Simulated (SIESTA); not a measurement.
System: Pb, space group C2/m (No. 12).

Structure:
```
CELL_PARAMETERS angstrom
3.03861 -1.75032 0.00000
3.03861 1.75032 0.00000
-2.11546 0.00000 6.09522
ATOMIC_POSITIONS crystal
Pb 0.90851 0.90851 0.72629
Pb 0.09149 0.09149 0.27371
```

Calculation (SIESTA 5.4.2): DFT in numerical atomic orbitals with pseudopotentials, no spin polarisation; energies at scaled volumes of the given cell, shape and fractions fixed, counted from the fit's minimum, third-order Birch-Murnaghan fit. Level: PBEsol.

- k mesh: 9×9×5
- occupations: Fermi–Dirac
- smearing width: 0.05 eV
- potentials: PseudoDojo 0.4 standard, converted to PSML, two zetas on semicore shells
- program settings: basis DZP, mesh cutoff 500 Ry

Describe the result: the energy and pressure against volume. The volume takes the values 30.47, 31.12, 31.77, 32.42, 33.07, 33.71, 34.36 Å³/atom.

A third-order Birch–Murnaghan fit gives V0 = 31.32 Å³/atom, B0 = 44.6 GPa and B′ = 5.9. The energy is 3.39 meV/atom at volume 30.47 Å³/atom and 33.30 meV/atom at 34.36 Å³/atom; the lowest computed point is at volume 31.12 Å³/atom (0.19 meV/atom), in a single well. The pressure falls from 1.33 GPa at volume 30.47 Å³/atom to −3.18 GPa at 34.36 Å³/atom, and changes sign near 31.34 Å³/atom.

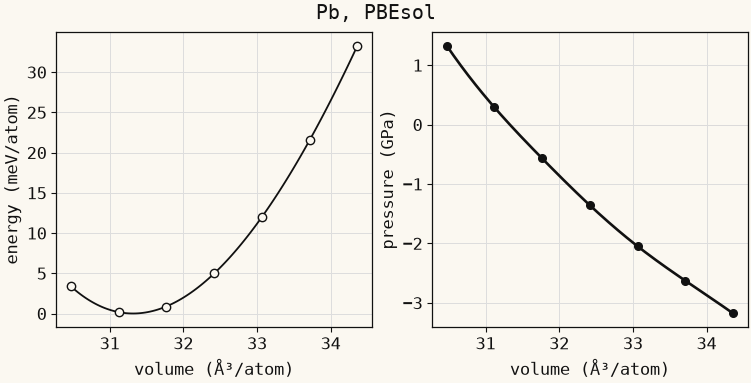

Caveats: mulliken charges of long orbitals; spin-orbit coupling left out, heavy elements; shape and atomic fractions are frozen while scaling, which makes layered, chain and framework solids too stiff.
